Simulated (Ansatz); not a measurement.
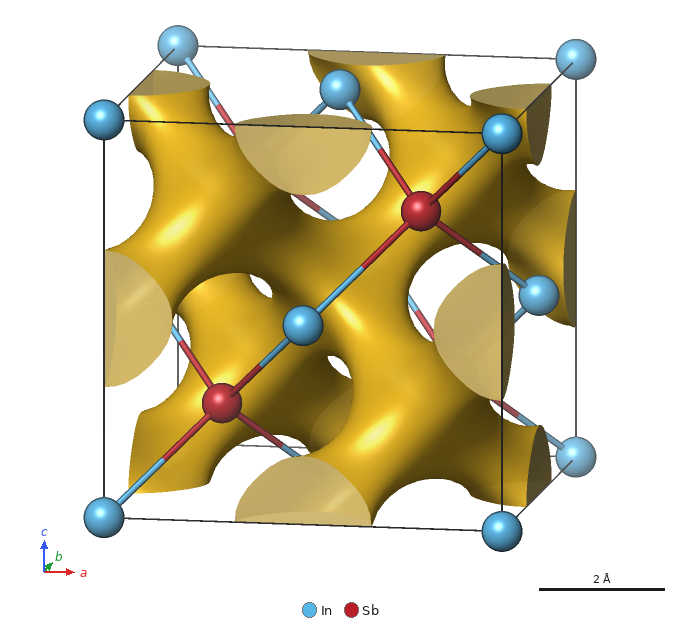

Crystal voids of InSb in space group F-43m: the yellow surface encloses the regions where the procrystal electron density, the sum of the densities of spherically averaged neutral Hartree-Fock atoms, is below 0.007 e/bohr³ (1×1×1 cells, view slightly off an axis). No self-consistent density enters. Pale faces close the region where the drawn box cuts it. From Rb on the atoms have core potentials, so only their outer electrons count. The usual level for crystal voids is 0.002 e/bohr³; this crystal has almost no region below it, so a higher level is used, which marks the interstitial space of lowest density.

Source of the atomic positions: a calculation's input that goes back to an entry of the Crystallography Open Database (an earlier step may have relaxed or displaced it).

```
In Sb
1.0
     6.49972    0.00000    0.00000
     0.00000    6.49972    0.00000
     0.00000    0.00000    6.49972
In Sb
4 4
Direct
  0.00000 0.00000 0.00000
  0.00000 0.50000 0.50000
  0.50000 0.00000 0.50000
  0.50000 0.50000 0.00000
  0.25000 0.25000 0.25000
  0.25000 0.75000 0.75000
  0.75000 0.25000 0.75000
  0.75000 0.75000 0.25000
```

Q: What share of the cell is void by this measure?

A: The voids take about 22 % of the cell (61 Å³ of 274.6 Å³) and are bounded by about 140 Å² of surface per cell.

Q: Are the voids connected in the whole crystal?

A: Where they connect, they form a three-dimensional network.

Q: How low does the density fall, and where?

A: To about 0.0034 e/bohr³ near 0.25, 0.25, 0.75 (fractional), 2.8 Å from the nearest nucleus.

Q: At what density do the voids first join through the crystal?

A: At about 0.0046 e/bohr³, as a three-dimensional network.
